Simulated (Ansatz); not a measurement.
A periodic structure is given below.

```
Al N
1.0
     2.95833    0.00000    0.00000
     0.00000    2.95833    0.00000
     0.00000    0.00000    3.84902
Al N
2 2
Direct
  0.00000 0.00000 0.50000
  0.50000 0.50000 0.00000
  0.00000 0.00000 0.00000
  0.50000 0.50000 0.50000
```

Work out the structure from the coordinates.

The material is AlN. The symmetry is that of I4/mmm (No. 139), on a body-centred tetragonal lattice. There are 4 atoms in the cell: 2 Al, 2 N. The neighbours of Al are six N in a distorted octahedral arrangement at 1.92 to 2.09 Å. N is coordinated by six Al in a distorted octahedral arrangement at 1.92 to 2.09 Å. The bonds build a three-dimensional framework.

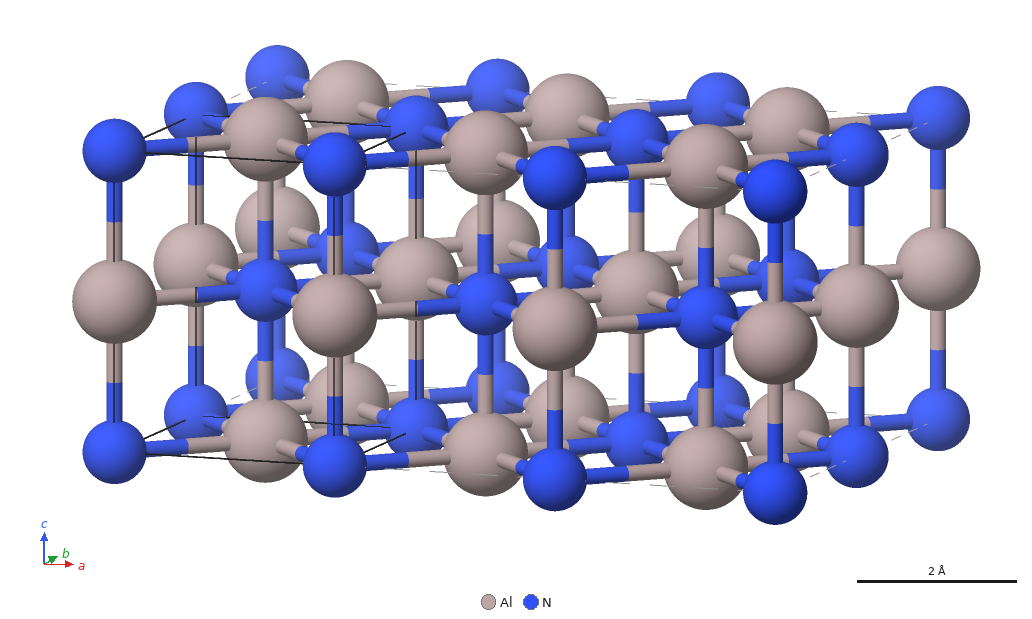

A ball-and-stick rendering, viewed slightly off an axis. The drawing covers 3×2×1 cells, and the solid lines enclose one conventional unit cell. Colours: aluminium light grey, nitrogen blue.

The structure was taken from a structure listed in the Materials Project. The cell was then strained or its atoms displaced on purpose. It was run through Ansatz as a DFT input.
